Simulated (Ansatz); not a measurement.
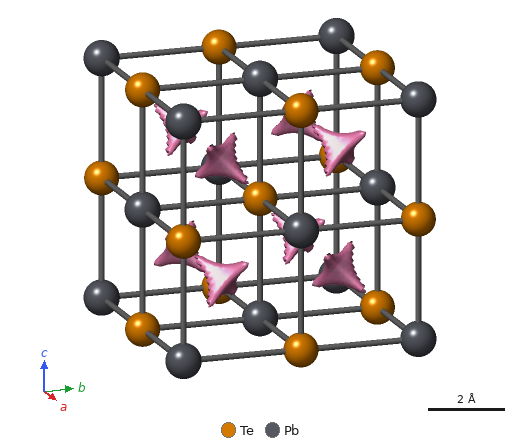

The pink surface encloses the points that the centre of a probe sphere of radius 0.50 Å can occupy in TePb in space group Fm-3m, computed on a grid of about 0.14 Å (1×1×1 cells shown, view slightly off an axis; pale faces close the region where the box cuts it).

Hard-sphere model; Shannon crystal radii (six-coordinate where tabulated): Te 2.07 Å, Pb 1.33 Å.

Origin of the cell: the end point of a relaxation with Ansatz 0.2.0, DFT PBE, scalar-relativistic, plane waves, PAW.

```cif
data_structure
_symmetry_space_group_name_H-M 'Fm-3m'
_symmetry_Int_Tables_number 225
_cell_length_a 6.5721
_cell_length_b 6.5721
_cell_length_c 6.5721
_cell_angle_alpha 90.000
_cell_angle_beta 90.000
_cell_angle_gamma 90.000
_cell_volume 283.87
loop_
_atom_site_label
_atom_site_type_symbol
_atom_site_symmetry_multiplicity
_atom_site_Wyckoff_symbol
_atom_site_fract_x
_atom_site_fract_y
_atom_site_fract_z
_atom_site_occupancy
Te1 Te 4 b 0.50000 0.00000 0.00000 1
Pb1 Pb 4 a 0.00000 0.00000 0.00000 1
```

Describe the connectivity of the accessible space.

Answer. They are isolated pockets that do not connect across cells.

What share of the cell can the probe's centre reach?

Answer. About 1.4 % of the volume (3.9 Å³ of 283.9 Å³).

Give the largest included and the largest free sphere.

Answer. The largest sphere that fits anywhere has a diameter of 1.55 Å; the largest that can travel through the crystal, about 0.7 Å.

How does the connectivity change as the probe shrinks?

Answer. Below a radius of about 0.34 Å the space forms a three-dimensional network. These are grid estimates, good to about 0.05 Å.
